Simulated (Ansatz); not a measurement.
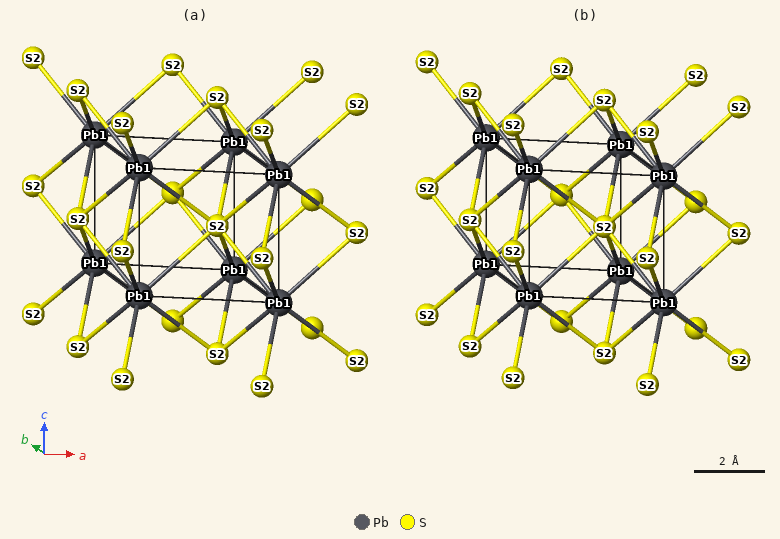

The structure of crystalline PbS (set up in P-6m2) before (left) and after (right) a relaxation, at one scale.

The picture is a ball-and-stick view of the cell of the calculation, seen slightly off an axis.

The run lets cell and atoms move.

All numbers below come from Kohn-Sham DFT of a periodic cell, PBEsol with D4, Ansatz PAW (Ansatz).

Input file:
```yaml
crystal:
  lattice:
    - [4.0896976867, 0.0, 0.0]
    - [-2.0448488433, 3.5417820905, 0.0]
    - [0.0, 0.0, 3.788167]
  atoms:
    - { symbol: Pb, position: [0.0, 0.0, 0.0] }
    - { symbol: S, position: [0.6666666667, 0.3333333333, 0.5] }
hamiltonian:
  xc: pbesol
  pseudopotentials: { kind: paw }
  dispersion: d4
kpoints:
  mp_grid: { grid: [8, 8, 7] }
scf:
  occupations: { method: fermi_dirac, width: 0.05 }
output:
  forces: true
  stress: true
  eigenvalues: true
relax:
  f_tol: 0.01
  max_steps: 40
  cell: { stress_tol: 0.05 }
```

Launched with:
```bash
ansatz run input.yaml --threads 2 --pin off --max-ram 5632MiB --backend cpu --events-out ev --progress --plain --runs-dir out
```

Describe what moved and what it gained.

The atoms keep their places relative to the cell (all moves are under 0.005 Å). Cell: a = b 4.090 → 3.941 Å (−3.6 %), c 3.788 → 3.740 Å (−1.3 %). Volume −8.3 %. Among the contacts that change: Pb1–S2 3.027 → 2.945 Å. The space group stays P-6m2 (No. 187). The energy falls by 29.4 meV per atom in 3 accepted moves (4 points after the start). All forces vanish by symmetry, so only the cell relaxes. Pressure: −3.89 GPa at the start and −0.01 GPa at the end. At 1 point the geometry stayed and the basis and grid were re-selected for the new cell (energy shift of 0.2 meV per atom at most each time). The run took 9.5 s on 2 threads of Arm Neoverse V1, on a shared host, peak memory 0.35 GiB.
